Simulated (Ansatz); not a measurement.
Single-point calculation of Ga48O72 (part 2 of 2)

Ga48O72 (C2/m, 120 atoms in the cell); DFT, PBEsol, PAW, plane waves (Ansatz 0.2.0); cutoff 420 eV, 1×1×1 k-mesh, Fermi–Dirac smearing of 0.01 eV. The structure was built on a prototype by a generator.

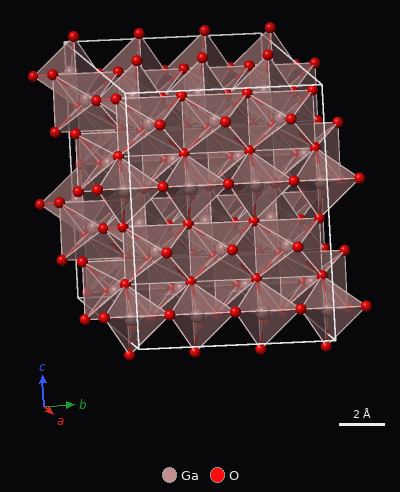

**Figure 1.** The structure (polyhedral view of the cell of the calculation, seen slightly off an axis; polyhedra are completed across the faces of the cell).

## The program's output, continued
```
--- Forces (eV/Å), atoms counted from 1 ---
  atom   1  Ga    -0.00331853     0.00000000    -0.01021489
  atom   2  Ga    -0.00331853     0.00000000    -0.01021489
  atom   3  Ga    -0.00331853     0.00000000    -0.01021489
  atom   4  Ga    -0.00331853     0.00000000    -0.01021489
  atom   5  Ga    -0.00331853     0.00000000    -0.01021489
  atom   6  Ga    -0.00331853     0.00000000    -0.01021489
  atom   7  Ga     0.00059260     0.00000000    -0.00418879
  atom   8  Ga     0.00059260     0.00000000    -0.00418879
  atom   9  Ga     0.00059260    -0.00000000    -0.00418879
  atom  10  Ga     0.00059260     0.00000000    -0.00418879
  atom  11  Ga     0.00059260     0.00000000    -0.00418879
  atom  12  Ga     0.00059260     0.00000000    -0.00418879
  atom  13  Ga     0.00331853     0.00000000     0.01021489
  atom  14  Ga     0.00331853     0.00000000     0.01021489
  atom  15  Ga     0.00331853     0.00000000     0.01021489
  atom  16  Ga     0.00331853    -0.00000000     0.01021489
  atom  17  Ga     0.00331853    -0.00000000     0.01021489
  atom  18  Ga     0.00331853    -0.00000000     0.01021489
  atom  19  Ga    -0.00331853     0.00000000    -0.01021489
  atom  20  Ga    -0.00331853     0.00000000    -0.01021489
  atom  21  Ga    -0.00331853     0.00000000    -0.01021489
  atom  22  Ga    -0.00331853     0.00000000    -0.01021489
  atom  23  Ga    -0.00331853     0.00000000    -0.01021489
  atom  24  Ga    -0.00331853     0.00000000    -0.01021489
  atom  25  Ga     0.00059260    -0.00000000    -0.00418879
  atom  26  Ga     0.00059260    -0.00000000    -0.00418879
  atom  27  Ga     0.00059260    -0.00000000    -0.00418879
  atom  28  Ga     0.00059260     0.00000000    -0.00418879
  atom  29  Ga     0.00059260     0.00000000    -0.00418879
  atom  30  Ga     0.00059260     0.00000000    -0.00418879
  atom  31  Ga    -0.00059260    -0.00000000     0.00418879
  atom  32  Ga    -0.00059260    -0.00000000     0.00418879
  atom  33  Ga    -0.00059260     0.00000000     0.00418879
  atom  34  Ga    -0.00059260    -0.00000000     0.00418879
  atom  35  Ga    -0.00059260    -0.00000000     0.00418879
  atom  36  Ga    -0.00059260    -0.00000000     0.00418879
  atom  37  Ga     0.00331853     0.00000000     0.01021489
  atom  38  Ga     0.00331853     0.00000000     0.01021489
  atom  39  Ga     0.00331853     0.00000000     0.01021489
  atom  40  Ga     0.00331853    -0.00000000     0.01021489
  atom  41  Ga     0.00331853    -0.00000000     0.01021489
  atom  42  Ga     0.00331853    -0.00000000     0.01021489
  atom  43  Ga    -0.00059260    -0.00000000     0.00418879
  atom  44  Ga    -0.00059260    -0.00000000     0.00418879
  atom  45  Ga    -0.00059260     0.00000000     0.00418879
  atom  46  Ga    -0.00059260    -0.00000000     0.00418879
  atom  47  Ga    -0.00059260     0.00000000     0.00418879
  atom  48  Ga    -0.00059260    -0.00000000     0.00418879
  atom  49  O      0.01843479     0.00000000     0.02245814
  atom  50  O      0.01843479     0.00000000     0.02245814
  atom  51  O      0.01843479     0.00000000     0.02245814
  atom  52  O      0.01843479     0.00000000     0.02245814
  atom  53  O      0.01843479    -0.00000000     0.02245814
  atom  54  O      0.01843479     0.00000000     0.02245814
  atom  55  O     -0.01602759    -0.00000000    -0.02820177
  atom  56  O     -0.01602759    -0.00000000    -0.02820177
  atom  57  O     -0.01602759    -0.00000000    -0.02820177
  atom  58  O     -0.01602759    -0.00000000    -0.02820177
  atom  59  O     -0.01602759    -0.00000000    -0.02820177
  atom  60  O     -0.01602759    -0.00000000    -0.02820177
  atom  61  O     -0.00315337    -0.00000000     0.00622632
  atom  62  O     -0.00315337     0.00000000     0.00622632
  atom  63  O     -0.00315337    -0.00000000     0.00622632
  atom  64  O     -0.00315337    -0.00000000     0.00622632
  atom  65  O     -0.00315337    -0.00000000     0.00622632
  atom  66  O     -0.00315337     0.00000000     0.00622632
  atom  67  O     -0.01843479    -0.00000000    -0.02245814
  atom  68  O     -0.01843479     0.00000000    -0.02245814
  atom  69  O     -0.01843479    -0.00000000    -0.02245814
  atom  70  O     -0.01843479    -0.00000000    -0.02245814
  atom  71  O     -0.01843479     0.00000000    -0.02245814
  atom  72  O     -0.01843479     0.00000000    -0.02245814
  atom  73  O      0.01843479     0.00000000     0.02245814
  atom  74  O      0.01843479     0.00000000     0.02245814
  atom  75  O      0.01843479    -0.00000000     0.02245814
  atom  76  O      0.01843479    -0.00000000     0.02245814
  atom  77  O      0.01843479     0.00000000     0.02245814
  atom  78  O      0.01843479     0.00000000     0.02245814
  atom  79  O      0.01602759     0.00000000     0.02820177
  atom  80  O      0.01602759     0.00000000     0.02820177
  atom  81  O      0.01602759     0.00000000     0.02820177
  atom  82  O      0.01602759     0.00000000     0.02820177
  atom  83  O      0.01602759     0.00000000     0.02820177
  atom  84  O      0.01602759     0.00000000     0.02820177
  atom  85  O     -0.01602759     0.00000000    -0.02820177
  atom  86  O     -0.01602759    -0.00000000    -0.02820177
  atom  87  O     -0.01602759    -0.00000000    -0.02820177
  atom  88  O     -0.01602759    -0.00000000    -0.02820177
  atom  89  O     -0.01602759    -0.00000000    -0.02820177
  atom  90  O     -0.01602759     0.00000000    -0.02820177
  atom  91  O      0.00315337     0.00000000    -0.00622632
  atom  92  O      0.00315337     0.00000000    -0.00622632
  atom  93  O      0.00315337     0.00000000    -0.00622632
  atom  94  O      0.00315337     0.00000000    -0.00622632
  atom  95  O      0.00315337     0.00000000    -0.00622632
  atom  96  O      0.00315337     0.00000000    -0.00622632
  atom  97  O     -0.00315337    -0.00000000     0.00622632
  atom  98  O     -0.00315337    -0.00000000     0.00622632
  atom  99  O     -0.00315337     0.00000000     0.00622632
  atom 100  O     -0.00315337    -0.00000000     0.00622632
  atom 101  O     -0.00315337     0.00000000     0.00622632
  atom 102  O     -0.00315337     0.00000000     0.00622632
  atom 103  O     -0.01843479     0.00000000    -0.02245814
  atom 104  O     -0.01843479     0.00000000    -0.02245814
  atom 105  O     -0.01843479     0.00000000    -0.02245814
  atom 106  O     -0.01843479     0.00000000    -0.02245814
  atom 107  O     -0.01843479     0.00000000    -0.02245814
  atom 108  O     -0.01843479     0.00000000    -0.02245814
  atom 109  O      0.01602759     0.00000000     0.02820177
  atom 110  O      0.01602759     0.00000000     0.02820177
  atom 111  O      0.01602759     0.00000000     0.02820177
  atom 112  O      0.01602759     0.00000000     0.02820177
  atom 113  O      0.01602759     0.00000000     0.02820177
  atom 114  O      0.01602759    -0.00000000     0.02820177
  atom 115  O      0.00315337    -0.00000000    -0.00622632
  atom 116  O      0.00315337     0.00000000    -0.00622632
  atom 117  O      0.00315337     0.00000000    -0.00622632
  atom 118  O      0.00315337     0.00000000    -0.00622632
  atom 119  O      0.00315337     0.00000000    -0.00622632
  atom 120  O      0.00315337     0.00000000    -0.00622632
  max |Σ_I F_I| component: 1.47e-16 eV/Å
--- Stress (GPa, compression-positive) ---
       -0.624773      -0.000000      -0.146145
       -0.000000       0.715508       0.000000
       -0.146145       0.000000      -0.080237
  P = ⅓ Tr σ = 0.0035 GPa (0.035 kbar)
--- Band table (eV) ---
  k-point 0: bands = ["-10.8789", "-10.6007", "-10.5308", "-10.4700", "-10.3566", "-10.1829", "-10.1829", "-10.1348", "-10.0443", "-9.9982", ... 438 levels left out ..., "6.1916", "6.1916", "6.2894", "6.3685", "6.3723", "6.3789", "6.3789", "6.4116", "6.4411", "6.4579", "6.5204", "6.5204", "6.5310", "6.6543", "6.6543", "6.7050", "6.7165", "6.7165", "6.7235", "6.7235", "6.7243", "6.7372", "6.7372", "6.7377", "6.7377", "6.7705", "6.7705", "6.7922", "6.7922",
      "6.8183", "6.8183", "6.8606", "6.9904", "7.0504", "7.0542", "7.0542", "7.0762", "7.0762", "7.0939", "7.0939", "7.1030", "7.1030", "7.1239", "7.1239", "7.2386", "7.2460", "7.2460", "7.2582", "7.2582", "7.2694", "7.2729", "7.2813", "7.2820", "7.2851", "7.2985", "7.3105", "7.3453", "7.3562", "7.3562", "7.3582", "7.4408", "7.4408", "7.4547", "7.4661", "7.5058", "7.5058", "7.5369", "7.5745", "7.5745",
      "7.5993", "7.5993", "7.6522", "7.6645", "7.8042", "7.8753", "7.8753", "7.8922", "7.8922", "7.9398", "7.9469", "10.1706", "12.3690", "12.5586", "12.6080", "12.6935", "12.9696", "13.0982", "13.4761", "13.5028", "13.5028", "13.5835", "13.6095", "13.6095", "13.7826", "13.7826", "13.9721", "13.9721", "14.0206", "14.0215", "14.0215", "14.0375", "14.0375", "14.1671", "14.1671", "14.3246", "14.3375", "14.4862", "14.5002", "14.5002",
      "14.5118", "14.5282", "14.6501", "14.6501", "14.7690", "14.7977", "14.7977", "14.9864", "15.1685", "15.1685", "15.3012", "15.3012", "15.3222", "15.3222", "15.3592", "15.3933", "15.3933", "15.5226", "15.5357", "15.5891", "15.7339", "15.9957", "15.9957", "16.0632", "16.0632", "16.1017", "16.4924", "16.5314", "16.5314", "16.5838", "16.5838", "16.7203", "16.7203", "16.7615", "16.7615", "16.8171", "16.8171", "16.9773", "16.9909", "16.9909",
      "17.0692", "17.0692", "17.1577", "17.1698", "17.1698", "17.2287", "17.2349", "17.2349", "17.3274", "17.3274", "17.3606", "17.4037", "17.4037", "17.5173", "17.6185", "17.6939", "17.6947", "17.6947", "17.7078", "17.7078", "17.7634", "17.7634", "17.8721", "17.8721", "17.9736", "18.0081", "18.0081", "18.1805", "18.1805", "18.5255", "18.5255", "18.5751", "18.5751", "18.7661", "18.8057", "18.8057", "18.9725", "19.0355", "19.0355", "19.0996",
      "19.0996", "19.1979", "19.1979", "19.2705", "19.2705", "19.3759", "19.3914", "19.3914", "19.4152", "19.4152", "19.4448"]
--- Löwdin populations: 120 sites ---
  site symbol       q [e]
     0     Ga     11.9754
     1     Ga     11.9754
     2     Ga     11.9754
     3     Ga     11.9754
     4     Ga     11.9754
     5     Ga     11.9754
     6     Ga     12.0012
     7     Ga     12.0012
     8     Ga     12.0012
     9     Ga     12.0012
    10     Ga     12.0012
    11     Ga     12.0012
    12     Ga     11.9754
    13     Ga     11.9754
    14     Ga     11.9754
    15     Ga     11.9754
    16     Ga     11.9754
    17     Ga     11.9754
    18     Ga     11.9754
    19     Ga     11.9754
    20     Ga     11.9754
    21     Ga     11.9754
    22     Ga     11.9754
    23     Ga     11.9754
    24     Ga     12.0012
    25     Ga     12.0012
    26     Ga     12.0012
    27     Ga     12.0012
    28     Ga     12.0012
    29     Ga     12.0012
    30     Ga     12.0012
    31     Ga     12.0012
    32     Ga     12.0012
    33     Ga     12.0012
    34     Ga     12.0012
    35     Ga     12.0012
    36     Ga     11.9754
    37     Ga     11.9754
    38     Ga     11.9754
    39     Ga     11.9754
    40     Ga     11.9754
    41     Ga     11.9754
    42     Ga     12.0012
    43     Ga     12.0012
    44     Ga     12.0012
    45     Ga     12.0012
    46     Ga     12.0012
    47     Ga     12.0012
    48      O      6.6392
    49      O      6.6392
    50      O      6.6392
    51      O      6.6392
    52      O      6.6392
    53      O      6.6392
    54      O      6.6126
    55      O      6.6126
    56      O      6.6126
    57      O      6.6126
    58      O      6.6126
    59      O      6.6126
    60      O      6.6326
    61      O      6.6326
    62      O      6.6326
    63      O      6.6326
    64      O      6.6326
    65      O      6.6326
    66      O      6.6392
    67      O      6.6392
    68      O      6.6392
    69      O      6.6392
    70      O      6.6392
    71      O      6.6392
    72      O      6.6392
    73      O      6.6392
    74      O      6.6392
    75      O      6.6392
    76      O      6.6392
    77      O      6.6392
    78      O      6.6126
    79      O      6.6126
    80      O      6.6126
    81      O      6.6126
    82      O      6.6126
    83      O      6.6126
    84      O      6.6126
    85      O      6.6126
    86      O      6.6126
    87      O      6.6126
    88      O      6.6126
    89      O      6.6126
    90      O      6.6326
    91      O      6.6326
    92      O      6.6326
    93      O      6.6326
    94      O      6.6326
    95      O      6.6326
    96      O      6.6326
    97      O      6.6326
    98      O      6.6326
    99      O      6.6326
   100      O      6.6326
   101      O      6.6326
   102      O      6.6392
   103      O      6.6392
   104      O      6.6392
   105      O      6.6392
   106      O      6.6392
   107      O      6.6392
   108      O      6.6126
   109      O      6.6126
   110      O      6.6126
   111      O      6.6126
   112      O      6.6126
   113      O      6.6126
   114      O      6.6326
   115      O      6.6326
   116      O      6.6326
   117      O      6.6326
   118      O      6.6326
   119      O      6.6326
  spilling = 0.003159 (of n_electrons = 1056.000000)
```

## Key numbers

- outcome: converged
- space group (tolerance 0.01 Å): C2/m (12)
- electrons treated: 1056
- free energy: −220100.1241 eV
- Fermi energy: 9.061 eV
- pressure: 0.00 GPa
- largest force (length of the vector): 0.032 eV/Å
- wall time: 5.5 s (CPU time 11 s)
- peak memory: 2.3 GiB

## Remarks

The program warns: the structure was made exactly symmetric. The k-point mesh is coarse for a cell of this size, so the results may not be converged.
